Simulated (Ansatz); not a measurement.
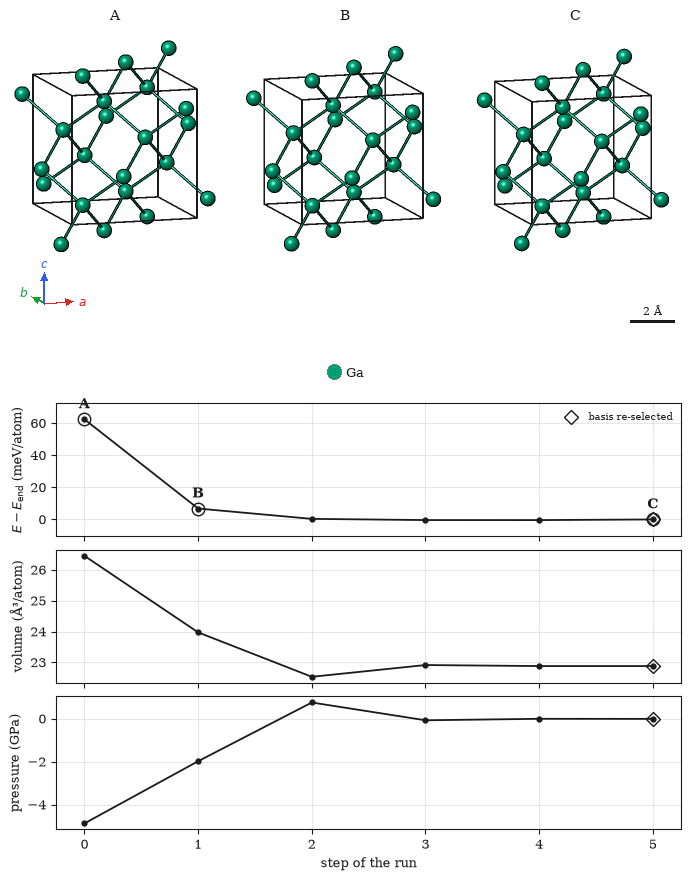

Frames of a relaxation of solid Ga (a generated structure, set up in Fd-3m), marked on the history of the run. The picture is a ball-and-stick view of the conventional cell (4 times the calculation's cell), seen slightly off an axis. Lengths and directions refer to the drawn axes.

Phase: diamond.

Theory: Ansatz, DFT, LDA (PW92), plane waves (420 eV) with PAW, scalar-relativistic. Settings: plane-wave cutoff 420 eV; k-point mesh 9 × 9 × 9; occupations fermi dirac; smearing width 0.1 eV; no spin polarisation; cell and atoms relaxed; force threshold 0.01 eV/Å; at most 60 steps.

Q: What happens along the run?

A: No atom moves by more than 0.005 Å relative to the cell. The drawn cell changes as follows: a = b = c 5.959 → 5.678 Å (−4.7 %); the volume changes by −13.5 %. Some distances before and after: Ga–Ga 2.580 → 2.459 Å. The space group stays Fd-3m (No. 227). The energy falls by 62.4 meV per atom in 4 accepted moves (5 points after the start). All forces vanish by symmetry, so only the cell relaxes. Pressure: −4.88 GPa at the start and −0.01 GPa at the end. At 1 point the geometry stayed and the basis and grid were re-selected for the new cell (energy shift of 0.4 meV per atom at most each time). The program noted that a PAW file was made for another functional than the run's. Cost: 3.5 s on 2 threads of Arm Neoverse V2, with other jobs on the host, peak memory 0.32 GiB. From step 0 to 1: volume −9.4 %, energy −55.6 meV per atom. From step 1 to 5: volume −4.6 %, energy −6.8 meV per atom.
